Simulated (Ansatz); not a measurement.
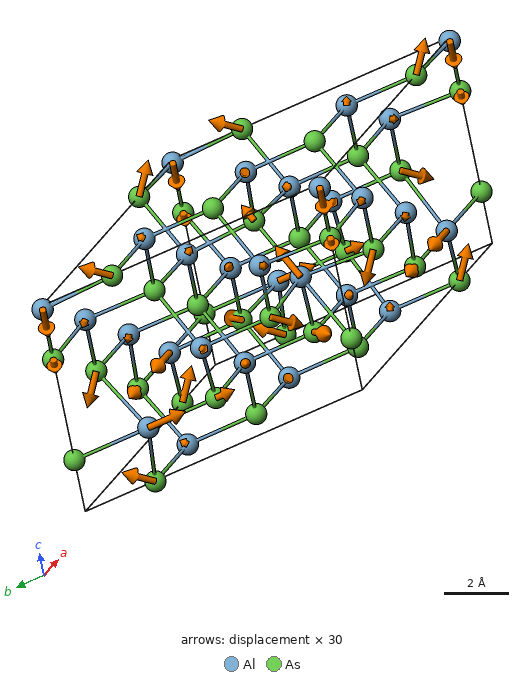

A relaxation of a defect cell of composition Al₁₆As₁₇ (cell charge +3). The starting structure is drawn; orange arrows show the displacements, magnified 30 times.

The picture is a ball-and-stick view of the cell of the calculation, seen from a free direction.

Case: As interstitial, charge +3, atoms relaxed at the host's cell.

Method: DFT PBE, scalar-relativistic, plane waves, PAW in Ansatz 0.2.0.

Input
```yaml
crystal:
  lattice:
    - [-5.7279123196, 5.7279123196, -5.7279123196]
    - [-5.7279123196, -5.7279123196, 5.7279123196]
    - [5.7279123196, 5.7279123196, 5.7279123196]
  atoms:
    - { symbol: Al, position: [0.7479394664, 0.7479394664, 0.500971998] }
    - { symbol: Al, position: [0.5030325316, 0.0, 0.5020605336] }
    - { symbol: Al, position: [0.4969674684, 0.749028002, 0.7469674684] }
    - { symbol: Al, position: [0.2671218727, 0.2671218727, 0.5171218727] }
    - { symbol: Al, position: [0.2520605336, 0.0, 0.7530325316] }
    - { symbol: Al, position: [0.250971998, 0.7479394664, -0.0020605336] }
    - { symbol: Al, position: [0.0, 0.5030325316, 0.5020605336] }
    - { symbol: Al, position: [0.0, 0.2520605336, 0.7530325316] }
    - { symbol: Al, position: [0.0, 0.0, -0.0171218727] }
    - { symbol: Al, position: [0.0, 0.7328781273, 0.25] }
    - { symbol: Al, position: [0.749028002, 0.4969674684, 0.7469674684] }
    - { symbol: Al, position: [0.7479394664, 0.250971998, -0.0020605336] }
    - { symbol: Al, position: [0.7328781273, 0.0, 0.25] }
    - { symbol: Al, position: [0.4969674684, 0.4969674684, -0.000971998] }
    - { symbol: Al, position: [0.5030325316, 0.2520605336, 0.25] }
    - { symbol: Al, position: [0.2520605336, 0.5030325316, 0.25] }
    - { symbol: As, position: [0.0, 0.0, 0.7391553683] }
    - { symbol: As, position: [0.75, 0.25, 0.75] }
    - { symbol: As, position: [0.7471689423, 0.0, -0.0028310577] }
    - { symbol: As, position: [0.5108446317, 0.5108446317, 0.7608446317] }
    - { symbol: As, position: [0.5, 0.25, 0.0] }
    - { symbol: As, position: [0.4891553683, 0.0, 0.25] }
    - { symbol: As, position: [0.25, 0.75, 0.75] }
    - { symbol: As, position: [0.25, 0.5, 0.0] }
    - { symbol: As, position: [0.2528310577, 0.2528310577, 0.25] }
    - { symbol: As, position: [0.2528310577, 0.0, 0.5028310577] }
    - { symbol: As, position: [0.0, 0.7471689423, -0.0028310577] }
    - { symbol: As, position: [0.0, 0.4891553683, 0.25] }
    - { symbol: As, position: [0.0, 0.2528310577, 0.5028310577] }
    - { symbol: As, position: [0.7471689423, 0.7471689423, 0.25] }
    - { symbol: As, position: [0.75, 0.5, 0.5] }
    - { symbol: As, position: [0.5, 0.75, 0.5] }
    - { symbol: As, position: [0.0, 0.0, 0.25] }
  host:
    lattice:
      - [0.0, 2.8639561598, 2.8639561598]
      - [2.8639561598, 0.0, 2.8639561598]
      - [2.8639561598, 2.8639561598, 0.0]
    atoms:
      - { symbol: Al, position: [0.0, 0.0, 0.0] }
      - { symbol: As, position: [0.75, 0.75, 0.75] }
total_charge: 3
basis:
  ecutwfc: 420
  xc_grid: 2
kpoints:
  mp_grid: { grid: [2, 2, 2], shift: [0.5, 0.5, 0.5] }
hamiltonian:
  xc: pbe
scf:
  occupations: { method: gaussian, width: 0.01 }
output:
  forces: true
  stress: false
  eigenvalues: true
  charged_corrections:
    defect_position: [0.0, 0.0, 0.25]
    epsilon: [[11.5641, 0.0, 0.0], [0.0, 11.5641, 0.0], [0.0, 0.0, 11.5641]]
relax:
  adjacent_minimum: "off"
  f_tol: 0.025
  max_steps: 45
```

Command:
```bash
ansatz run input.yaml --threads 4 --pin off --max-ram 10240MiB --backend cpu --events-out ev --progress --plain --runs-dir out
```

### Describe the change and its energy.

Over 2 geometry steps the energy falls by 79.8 meV per cell of the calculation. Largest force component: 0.3 eV/Å at the start, 0.0088 eV/Å at the end. The largest moves, 0.045 Å, are those of Al4, Al9, Al10 and Al13. Al10 goes along −b. Largest moves by element: Al 0.045 Å, As 0.041 Å. The lattice vectors keep their values. Near-neighbour distances that change, for instance: Al10–As33 2.650 → 2.696 Å, Al10–As28 2.418 → 2.396 Å, Al11–As27 2.485 → 2.505 Å, Al11–As20 2.458 → 2.443 Å. Bond angles that change, for instance: Al9–As19–Al13 115.5° → 118.9°. Cost: 45 s on 4 threads of Arm Neoverse V1, on a shared host, peak memory 1.6 GiB.

Limits of the set-up: the cell is charged, on a uniform background, and energies carry no finite-size correction.
